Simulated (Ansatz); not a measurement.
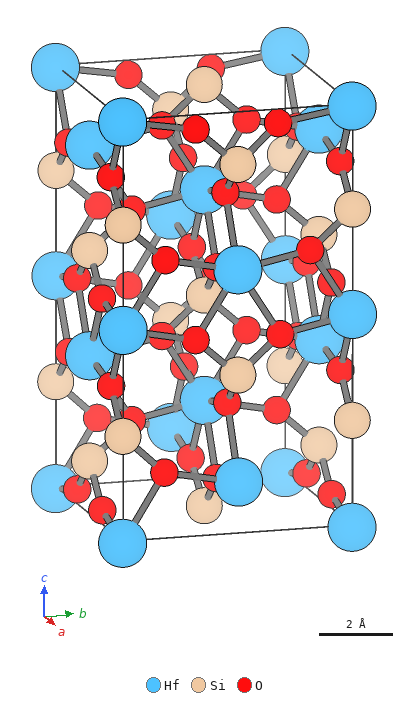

Figure 1. The input geometry (ball-and-stick view of the cell of the calculation, seen slightly off an axis). An atom can appear more than once, as a periodic image.

Run report: Hf₈Si₈O₃₁, geometry relaxation (part 1 of 4)

Hf₈Si₈O₃₁ (defect cell, 47 atoms in the cell), computed with DFT PBE, scalar-relativistic, plane waves, PAW, spin-polarised (Ansatz 0.2.0).

The structure derives from an entry of the Crystallography Open Database.

### Input
```yaml
crystal:
  lattice:
    - [6.5725, 0.0, 0.0]
    - [0.0, 6.5725, 0.0]
    - [0.0, 0.0, 11.9264]
  atoms:
    - { symbol: Hf, position: [-0.0047439827, 0.5046955314, 0.1202100203], spin: 0.5 }
    - { symbol: Hf, position: [0.5, 0.0, 0.375] }
    - { symbol: Hf, position: [0.0, 0.5, 0.625] }
    - { symbol: Hf, position: [0.5, 0.0, 0.875] }
    - { symbol: Hf, position: [0.0002174092, -0.0023828083, -0.0052099524], spin: 0.5 }
    - { symbol: Hf, position: [0.0, 0.0, 0.5] }
    - { symbol: Hf, position: [0.5, 0.5, 0.25] }
    - { symbol: Hf, position: [0.5, 0.5, 0.75] }
    - { symbol: Si, position: [0.5, 0.0, 0.125] }
    - { symbol: Si, position: [0.0, 0.5, 0.375] }
    - { symbol: Si, position: [0.5, 0.0, 0.625] }
    - { symbol: Si, position: [0.0, 0.5, 0.875] }
    - { symbol: Si, position: [-0.0009491423, -0.0009463762, 0.2484110134], spin: 0.5 }
    - { symbol: Si, position: [0.5, 0.5, 0.0] }
    - { symbol: Si, position: [0.0, 0.0, 0.75] }
    - { symbol: Si, position: [0.5, 0.5, 0.5] }
    - { symbol: O, position: [0.5, 0.3155, 0.4099] }
    - { symbol: O, position: [0.0, 0.8155, 0.6599] }
    - { symbol: O, position: [0.5, 0.3155, 0.9099] }
    - { symbol: O, position: [0.6844300561, 0.001332792, 0.0322376359] }
    - { symbol: O, position: [0.1833321896, 0.5048853731, 0.2891817639] }
    - { symbol: O, position: [0.6845, 0.0, 0.5349] }
    - { symbol: O, position: [0.1845, 0.5, 0.7849] }
    - { symbol: O, position: [0.0020373311, 0.179124663, 0.1559406438], spin: 0.5 }
    - { symbol: O, position: [0.0, 0.1845, 0.6599] }
    - { symbol: O, position: [0.5, 0.6845, 0.4099] }
    - { symbol: O, position: [0.5, 0.6845, 0.9099] }
    - { symbol: O, position: [0.3180980961, -0.0006301772, 0.0341197334] }
    - { symbol: O, position: [0.3155, 0.0, 0.5349] }
    - { symbol: O, position: [0.8168468273, 0.5077856689, 0.2855994504] }
    - { symbol: O, position: [0.8155, 0.5, 0.7849] }
    - { symbol: O, position: [0.5, 0.1845, 0.2151] }
    - { symbol: O, position: [0.0, 0.6845, 0.4651] }
    - { symbol: O, position: [0.5, 0.1845, 0.7151] }
    - { symbol: O, position: [-0.0031620985, 0.6762985159, 0.9662320532], spin: 0.5 }
    - { symbol: O, position: [0.1840842576, 0.0032083896, 0.3427902572] }
    - { symbol: O, position: [0.6859518357, 0.4983608485, 0.0898685946] }
    - { symbol: O, position: [0.1845, 0.0, 0.8401] }
    - { symbol: O, position: [0.6845, 0.5, 0.5901] }
    - { symbol: O, position: [0.0, 0.3155, 0.4651] }
    - { symbol: O, position: [0.5, 0.8155, 0.2151] }
    - { symbol: O, position: [0.0, 0.3155, 0.9651] }
    - { symbol: O, position: [0.5, 0.8155, 0.7151] }
    - { symbol: O, position: [0.3161386678, 0.4942481323, 0.0900865529] }
    - { symbol: O, position: [0.8141536394, 0.0015921494, 0.3440435152] }
    - { symbol: O, position: [0.3155, 0.5, 0.5901] }
    - { symbol: O, position: [0.8155, 0.0, 0.8401] }
magnetization:
  spin_polarized: true
basis:
  ecutwfc: 420
  fft_grid_basis: typed
kpoints:
  mp_grid: { grid: [2, 2, 1] }
hamiltonian:
  xc: pbe
  pseudopotentials: { kind: paw }
scf:
  occupations: { method: gaussian, width: 0.05 }
output:
  forces: true
  stress: false
  eigenvalues: false
  bader: false
  write_density: false
  volumetric_format: npy
  populations: true
relax:
  adjacent_minimum: "off"
  max_steps: 30
  f_tol: 0.05
```

Machine: 4 threads of Arm Neoverse V2, 24 GiB of memory available, shared host.

Launched with:
```bash
ansatz run input.yaml --threads 4 --pin off --max-ram 10240MiB --backend cpu --events-out ev --progress --plain --runs-dir out
```

### Output
```
settings of this run that can trade accuracy for cost: output.eigenvalues: false. Do not mix this run's numbers with those of runs without the same settings; the input reference describes each key
Engine: ansatz 0.2.0, aarch64-unknown-linux-gnu
Pseudopotentials: kind: paw
Pseudopotential: Hf, paw, valence charge 26, recommended cutoff 420 eV (normal), Hf.paw.azcp
Pseudopotential: Si, paw, valence charge 4, recommended cutoff 420 eV (normal), Si.paw.azcp
Pseudopotential: O, paw, valence charge 6, recommended cutoff 420 eV (normal), O.paw.azcp
Functional definition: PBE
  parameter kappa = 0.804
  parameter beta = 0.06672455060314922
  exchange = pbe_x(kappa = kappa, mu = beta*pi^2/3)
  correlation = pbe_c(beta = beta)
Crystal: 47 atoms, lattice volume = 515.194 Å³
Basis set: ecut = 420 eV, 10083 PW (Γ), exchange–correlation on 90×90×160 points (8 copies of the dense FFT grid, shifted against one another)
Bands: 262, of which v1, the nominal top of the filled ones, is band 213 counted from 1 (212 counted from 0)
Symmetry: 1 space group operations
Space group: P1 (ITA 1), of the structure as read, at distance tolerance 8.0e-5 Å
Magnetic group: BNS 1.1 (UNI 1), of the structure as read, at distance tolerance 8.0e-5 Å
k-points: 4
Non-local potential: Hf, projectors of the file, l = 0: 3, l = 1: 2, l = 2: 2, l = 3: 3
Non-local potential: Si, projectors of the file, l = 0: 2, l = 1: 2, l = 2: 2
Non-local potential: O, projectors of the file, l = 0: 2, l = 1: 2, l = 2: 1
PAW form: soft (Blöchl's): semilocal exchange-correlation on the pseudo side does not see the compensation charge
PAW one-centre angular grid: Hf, 590 points (default); XC on 64 Gauss nodes
PAW one-centre angular grid: Si, 110 points (default); XC on 64 Gauss nodes
PAW one-centre angular grid: O, 110 points (default); XC on 64 Gauss nodes
Initial density: superposition of atomic densities (chi_scale 0.1, normalization cell, long waves kept (reshape's long-wave potential 0.47 eV rms))
Starting moments: Σ|m| = 2.5 μB on 5 of 47 sites
Initial wavefunctions: pseudopotential atomic-orbital guess
Functional: x = pbe(κ = 0.804, μ = 0.2195149727645171), c = pbe(β = 0.06672455060314922)
SCF iter   1: F=—  HF=-148538.910736 eV  |F-HF|=—  |Δ(HF+E_count)|=         —  Δρ=5.36e-2 (↑5.36e-2 ↓5.33e-2)  dr2=1.03e2  dr2_m=4.21e-1  M=0.000 μB ∫|m|=0.496 μB  β_m=0.30  ethr=3.10e-3  ⟨swp⟩=6.0  Hψ=7313  notcnv=0  defer=133
Mixer restart at iter 1: flushing history
preconditioner: auto → Resta (q_TF=auto, 2.643 Å⁻¹)  ε∞=4.9  [insulator: Δε(μ)=0.815 eV  Ē_g=15.686 eV  σ=0.050 eV  W_gap=1.00  n_scr=150 (ndim 8)  ℏωp=31.1 eV  f_vac=0.000  D(μ)=0.00/eV (n_scr^D=0)  ε∞_Penn≈4.9]
spin=Collinear: Resta preconditioning applied to the charge; magnetization (m = ρ↑ − ρ↓) channel mixes plain (no charge-response kernel on spin).
SCF iter   2: F=—  HF=-148522.123083 eV  |F-HF|=—  |Δ(HF+E_count)|=    1.68e1  Δρ=3.58e-2 (↑3.44e-2 ↓3.58e-2)  dr2=4.15e1  dr2_m=2.35e-1  M=0.000 μB ∫|m|=0.360 μB  β_m=0.52  ethr=3.10e-3  ⟨swp⟩=3.0  Hψ=4130  notcnv=0  defer=355
SCF iter   3: F=—  HF=-148515.007286 eV  |F-HF|=—  |Δ(HF+E_count)|=    7.12e0  Δρ=1.27e-2 (↑1.20e-2 ↓1.27e-2)  dr2=3.61e0  dr2_m=1.79e-2  M=0.000 μB ∫|m|=0.130 μB  β_m=0.51  ethr=3.10e-3  ⟨swp⟩=3.5  Hψ=3878  notcnv=0  defer=355
SCF iter   4: F=—  HF=-148515.044312 eV  |F-HF|=—  |Δ(HF+E_count)|=   3.70e-2  Δρ=5.84e-3 (↑5.84e-3 ↓5.80e-3)  dr2=6.49e-1  dr2_m=1.88e-3  M=0.000 μB ∫|m|=0.062 μB  β_m=0.75  ethr=8.46e-4  ⟨swp⟩=3.8  Hψ=4239  notcnv=0  defer=340
SCF iter   5: F=—  HF=-148515.353622 eV  |F-HF|=—  |Δ(HF+E_count)|=   3.09e-1  Δρ=2.24e-3 (↑2.08e-3 ↓2.24e-3)  dr2=9.68e-2  dr2_m=9.05e-5  M=0.000 μB ∫|m|=0.015 μB  β_m=0.75  ethr=1.52e-4  ⟨swp⟩=3.4  Hψ=3878  notcnv=0  defer=340
SCF iter   6: F=—  HF=-148515.354169 eV  |F-HF|=—  |Δ(HF+E_count)|=         —  Δρ=7.07e-4 (↑7.05e-4 ↓7.07e-4)  dr2=9.72e-3  dr2_m=4.13e-6  M=0.000 μB ∫|m|=0.004 μB  β_m=0.75  ethr=2.27e-5  ⟨swp⟩=2.9  Hψ=3941  notcnv=0  defer=333
SCF iter   7: F=—  HF=-148515.359303 eV  |F-HF|=—  |Δ(HF+E_count)|=   5.13e-3  Δρ=3.83e-4 (↑3.79e-4 ↓3.83e-4)  dr2=2.93e-3  dr2_m=8.03e-7  M=0.000 μB ∫|m|=0.002 μB  β_m=0.75  ethr=2.28e-6  ⟨swp⟩=2.0  Hψ=3809  notcnv=0  defer=333
SCF iter   8: F=—  HF=-148515.360083 eV  |F-HF|=—  |Δ(HF+E_count)|=   7.80e-4  Δρ=1.98e-4 (↑1.98e-4 ↓1.98e-4)  dr2=8.43e-4  dr2_m=2.91e-7  M=0.000 μB ∫|m|=0.001 μB  β_m=0.73  ethr=6.87e-7  ⟨swp⟩=2.0  Hψ=3800  notcnv=0  defer=333
SCF iter   9: F=—  HF=-148515.360473 eV  |F-HF|=—  |Δ(HF+E_count)|=   3.90e-4  Δρ=8.25e-5 (↑8.07e-5 ↓8.25e-5)  dr2=1.21e-4  dr2_m=1.60e-7  M=0.000 μB ∫|m|=0.000 μB  β_m=0.66  ethr=1.98e-7  ⟨swp⟩=2.0  Hψ=3800  notcnv=0  defer=333
SCF iter  10: F=-148515.360492 eV  HF=-148515.360491 eV  |F-HF|=6.17e-7  |Δ(HF+E_count)|=   1.84e-5  Δρ=3.18e-5 (↑3.07e-5 ↓3.18e-5)  dr2=1.93e-5  dr2_m=8.02e-8  M=0.000 μB ∫|m|=0.000 μB  ethr=1.47e-8  ⟨swp⟩=2.0  Hψ=6108  notcnv=0
WARN: the starting moments were not kept: the SCF closed with an absolute magnetisation of 3.2e-4 μB, where they sum to 2.5 μB in size (5 sites). That is at most 0.1 of that sum. Measured as dr2_m measures the in/out step, that magnetisation stands 7.6e-9 eV from none, at or under the dr2_threshold of 6.3e-5 eV: it is no larger than a step whose dr2_m would equal this threshold. The system may hold no moment; this SCF shows only that its start led to no more than that. To try another start: raise the starting moments (crystal.atoms[].spin, magnetization.per_species, magnetization.initial_magnetization, or on a non-collinear deck that types none of these the spinor_matrix: blocks that start its atoms; where the total moment is fixed, keep their sum and leave initial_magnetization as it is; typed ones take the place of any that the run laid by itself, positive ones on a crystal's lanthanoids without a Hubbard term where scf.initial_density.shell_occupations: [] is typed) or, if the notice of its spin-set hold's release reads "site moments contracting" or "site moments show no strong build", lengthen the hold (scf.mixing.spin_hold: { on: { confirm: 4 } }; for m-r²SCAN on two components see the key's manual first). Each may lead to a state that holds a moment. A second SCF, from the converged charge density, with the starting moments and any scf.initial_density.shell_occupations laid on it anew, would have followed, and was not run: the deck does not ask for one (magnetization.retry_lost_moments is false, the default). To let it run, set magnetization.retry_lost_moments: true and run the deck again, where that key's refused combinations let it; where memory then withholds it, that run's warning says so.
SCF 1 converged in 10 iterations: F = -148515.360492 eV  dr2 = 1.93e-5
  greatest PAW one-centre occupation: 0.999 electrons in one spin orbital (limit 2), on the Hf atom at site 5 (counted from 0), in its partial waves of l = 0
relax step   1: F+E_penalty+E_count = -148515.36049196 eV  Δ(F+E_penalty+E_count) = +0.000e0 eV  max|allowed force component| = 2.525e0 eV/Å  Δτ_max = 0.0000 Å  (10 SCF iters, dr2 threshold 6.25e-5 eV, accepted)
Initial density: handed on by an earlier stage of this run
Starting moments: Σ|m| = 2.5 μB on 5 of 47 sites; this step starts from the density that it was given
Initial wavefunctions: those handed on with the density
iter 1 solved again at ethr=1.10e-4 eV; its pass at ethr=3.10e-3 eV (dr2=4.69e-1 eV) is discarded
SCF iter   1: F=—  HF=-148516.012577 eV  |F-HF|=—  |Δ(HF+E_count)|=         —  Δρ=6.74e-3 (↑5.77e-3 ↓6.74e-3)  dr2=4.65e-1  dr2_m=2.05e-2  M=0.000 μB ∫|m|=0.053 μB  β_m=0.30  ethr=1.10e-4  ⟨swp⟩=1.0  Hψ=8921  notcnv=0  defer=329
preconditioner: auto → Resta (q_TF=auto, 2.643 Å⁻¹)  ε∞=4.5  [insulator: Δε(μ)=3.025 eV  Ē_g=17.643 eV  σ=0.050 eV  W_gap=1.00  n_scr=150 (ndim 8)  ℏωp=33.1 eV  f_vac=0.045  D(μ)=0.00/eV (n_scr^D=0)  ε∞_Penn≈4.5]
spin=Collinear: Resta preconditioning applied to the charge; magnetization (m = ρ↑ − ρ↓) channel mixes plain (no charge-response kernel on spin).
SCF iter   2: F=—  HF=-148515.959495 eV  |F-HF|=—  |Δ(HF+E_count)|=   5.31e-2  Δρ=4.60e-3 (↑4.07e-3 ↓4.60e-3)  dr2=2.08e-1  dr2_m=1.09e-2  M=0.000 μB ∫|m|=0.043 μB  β_m=0.59  ethr=1.09e-4  ⟨swp⟩=2.0  Hψ=3120  notcnv=0  defer=330
SCF iter   3: F=—  HF=-148515.931250 eV  |F-HF|=—  |Δ(HF+E_count)|=   2.82e-2  Δρ=8.16e-4 (↑8.16e-4 ↓6.92e-4)  dr2=7.01e-3  dr2_m=2.86e-4  M=0.000 μB ∫|m|=0.010 μB  β_m=0.75  ethr=4.88e-5  ⟨swp⟩=2.5  Hψ=3835  notcnv=0  defer=330
SCF iter   4: F=—  HF=-148515.932360 eV  |F-HF|=—  |Δ(HF+E_count)|=   1.11e-3  Δρ=3.18e-4 (↑3.18e-4 ↓3.15e-4)  dr2=1.61e-3  dr2_m=1.22e-6  M=0.000 μB ∫|m|=0.002 μB  β_m=0.67  ethr=1.65e-6  ⟨swp⟩=2.0  Hψ=3614  notcnv=0  defer=330
SCF iter   5: F=—  HF=-148515.932144 eV  |F-HF|=—  |Δ(HF+E_count)|=   2.17e-4  Δρ=8.48e-5 (↑8.48e-5 ↓8.09e-5)  dr2=1.34e-4  dr2_m=2.04e-6  M=0.000 μB ∫|m|=0.001 μB  β_m=0.83  ethr=3.79e-7  ⟨swp⟩=2.0  Hψ=3688  notcnv=0  defer=330
SCF iter   6: F=-148515.932184 eV  HF=-148515.932225 eV  |F-HF|=4.13e-5  |Δ(HF+E_count)|=   8.15e-5  Δρ=4.07e-5 (↑4.07e-5 ↓4.07e-5)  dr2=3.34e-5  dr2_m=9.24e-8  M=0.000 μB ∫|m|=0.000 μB  ethr=2.35e-8  ⟨swp⟩=2.0  Hψ=6687  notcnv=0
the starting moments were not kept: the SCF closed with an absolute magnetisation of 2.2e-4 μB, where they sum to 2.5 μB in size (5 sites). That is at most 0.1 of that sum. Measured as dr2_m measures the in/out step, that magnetisation stands 3.6e-9 eV from none, at or under the dr2_threshold of 1.0e-4 eV: it is no larger than a step whose dr2_m would equal this threshold.
SCF 2 converged in 6 iterations: F = -148515.932184 eV  dr2 = 3.34e-5
  greatest PAW one-centre occupation: 0.999 electrons in one spin orbital (limit 2), on the Hf atom at site 6 (counted from 0), in its partial waves of l = 0
relax step   2: F+E_penalty+E_count = -148515.93218374 eV  Δ(F+E_penalty+E_count) = -5.717e-1 eV  max|allowed force component| = 1.227e0 eV/Å  Δτ_max = 0.1957 Å  (6 SCF iters, dr2 threshold 1.00e-4 eV, accepted)
SCF iter   1: F=—  HF=-148516.097699 eV  |F-HF|=—  |Δ(HF+E_count)|=         —  Δρ=2.66e-3 (↑2.40e-3 ↓2.66e-3)  dr2=8.09e-2  dr2_m=3.95e-3  M=0.000 μB ∫|m|=0.023 μB  β_m=0.65  ethr=1.30e-4  ⟨swp⟩=4.1  Hψ=4812  notcnv=0  defer=334
preconditioner: auto → Resta (q_TF=auto, 2.643 Å⁻¹)  ε∞=4.5  [insulator: Δε(μ)=3.114 eV  Ē_g=17.635 eV  σ=0.050 eV  W_gap=1.00  n_scr=150 (ndim 8)  ℏωp=33.1 eV  f_vac=0.044  D(μ)=0.00/eV (n_scr^D=0)  ε∞_Penn≈4.5]
spin=Collinear: Resta preconditioning applied to the charge; magnetization (m = ρ↑ − ρ↓) channel mixes plain (no charge-response kernel on spin).
SCF iter   2: F=—  HF=-148516.087042 eV  |F-HF|=—  |Δ(HF+E_count)|=   1.07e-2  Δρ=9.38e-4 (↑9.38e-4 ↓8.95e-4)  dr2=8.54e-3  dr2_m=7.06e-4  M=0.000 μB ∫|m|=0.011 μB  β_m=0.59  ethr=1.90e-5  ⟨swp⟩=2.0  Hψ=4144  notcnv=0  defer=334
SCF iter   3: F=—  HF=-148516.087246 eV  |F-HF|=—  |Δ(HF+E_count)|=   2.04e-4  Δρ=3.26e-4 (↑3.26e-4 ↓2.80e-4)  dr2=1.16e-3  dr2_m=5.89e-5  M=0.000 μB ∫|m|=0.004 μB  β_m=0.68  ethr=2.00e-6  ⟨swp⟩=2.0  Hψ=3771  notcnv=0  defer=334
SCF iter   4: F=—  HF=-148516.087330 eV  |F-HF|=—  |Δ(HF+E_count)|=   8.35e-5  Δρ=1.15e-4 (↑1.15e-4 ↓1.12e-4)  dr2=2.24e-4  dr2_m=1.71e-6  M=0.000 μB ∫|m|=0.001 μB  β_m=0.65  ethr=2.73e-7  ⟨swp⟩=2.0  Hψ=3800  notcnv=0  defer=334
SCF iter   5: F=-148516.087287 eV  HF=-148516.087301 eV  |F-HF|=1.42e-5  |Δ(HF+E_count)|=   2.86e-5  Δρ=3.52e-5 (↑3.52e-5 ↓3.33e-5)  dr2=2.82e-5  dr2_m=1.94e-7  M=0.000 μB ∫|m|=0.000 μB  ethr=2.21e-8  ⟨swp⟩=2.0  Hψ=6374  notcnv=0
the starting moments were not kept: the SCF closed with an absolute magnetisation of 4.7e-4 μB, where they sum to 2.5 μB in size (5 sites). That is at most 0.1 of that sum. Measured as dr2_m measures the in/out step, that magnetisation stands 2.3e-8 eV from none, at or under the dr2_threshold of 9.4e-5 eV: it is no larger than a step whose dr2_m would equal this threshold.
SCF 3 converged in 5 iterations: F = -148516.087287 eV  dr2 = 2.82e-5
relax step   3: F+E_penalty+E_count = -148516.08728682 eV  Δ(F+E_penalty+E_count) = -1.551e-1 eV  max|allowed force component| = 5.789e-1 eV/Å  Δτ_max = 0.0691 Å  (5 SCF iters, dr2 threshold 9.41e-5 eV, accepted)
SCF iter   1: F=—  HF=-148516.119845 eV  |F-HF|=—  |Δ(HF+E_count)|=         —  Δρ=2.22e-3 (↑1.84e-3 ↓2.22e-3)  dr2=6.36e-2  dr2_m=1.77e-3  M=0.000 μB ∫|m|=0.014 μB  β_m=0.65  ethr=1.77e-4  ⟨swp⟩=4.1  Hψ=4745  notcnv=0  defer=328
preconditioner: auto → Resta (q_TF=auto, 2.643 Å⁻¹)  ε∞=4.5  [insulator: Δε(μ)=3.233 eV  Ē_g=17.635 eV  σ=0.050 eV  W_gap=1.00  n_scr=150 (ndim 8)  ℏωp=33.1 eV  f_vac=0.044  D(μ)=0.00/eV (n_scr^D=0)  ε∞_Penn≈4.5]
spin=Collinear: Resta preconditioning applied to the charge; magnetization (m = ρ↑ − ρ↓) channel mixes plain (no charge-response kernel on spin).
SCF iter   2: F=—  HF=-148516.108094 eV  |F-HF|=—  |Δ(HF+E_count)|=   1.18e-2  Δρ=7.35e-4 (↑7.35e-4 ↓7.25e-4)  dr2=6.91e-3  dr2_m=3.06e-4  M=0.000 μB ∫|m|=0.006 μB  β_m=0.59  ethr=1.49e-5  ⟨swp⟩=2.0  Hψ=4120  notcnv=0  defer=328
SCF iter   3: F=—  HF=-148516.107962 eV  |F-HF|=—  |Δ(HF+E_count)|=   1.33e-4  Δρ=2.71e-4 (↑2.71e-4 ↓2.28e-4)  dr2=8.91e-4  dr2_m=2.28e-5  M=0.000 μB ∫|m|=0.002 μB  β_m=0.70  ethr=1.62e-6  ⟨swp⟩=2.0  Hψ=3783  notcnv=0  defer=328
SCF iter   4: F=—  HF=-148516.107984 eV  |F-HF|=—  |Δ(HF+E_count)|=   2.24e-5  Δρ=1.04e-4 (↑1.04e-4 ↓1.02e-4)  dr2=1.80e-4  dr2_m=4.05e-7  M=0.000 μB ∫|m|=0.001 μB  β_m=0.66  ethr=2.09e-7  ⟨swp⟩=2.0  Hψ=3800  notcnv=0  defer=328
SCF iter   5: F=-148516.107953 eV  HF=-148516.107955 eV  |F-HF|=1.39e-6  |Δ(HF+E_count)|=   2.94e-5  Δρ=2.65e-5 (↑2.65e-5 ↓2.49e-5)  dr2=1.33e-5  dr2_m=8.46e-8  M=0.000 μB ∫|m|=0.000 μB  ethr=1.75e-8  ⟨swp⟩=2.0  Hψ=7278  notcnv=0
the starting moments were not kept: the SCF closed with an absolute magnetisation of 2.1e-4 μB, where they sum to 2.5 μB in size (5 sites). That is at most 0.1 of that sum. Measured as dr2_m measures the in/out step, that magnetisation stands 4.6e-9 eV from none, at or under the dr2_threshold of 7.5e-5 eV: it is no larger than a step whose dr2_m would equal this threshold.
SCF 4 converged in 5 iterations: F = -148516.107953 eV  dr2 = 1.33e-5
relax step   4: F+E_penalty+E_count = -148516.10795325 eV  Δ(F+E_penalty+E_count) = -2.067e-2 eV  max|allowed force component| = 1.961e-1 eV/Å  Δτ_max = 0.0441 Å  (5 SCF iters, dr2 threshold 7.46e-5 eV, accepted)
```
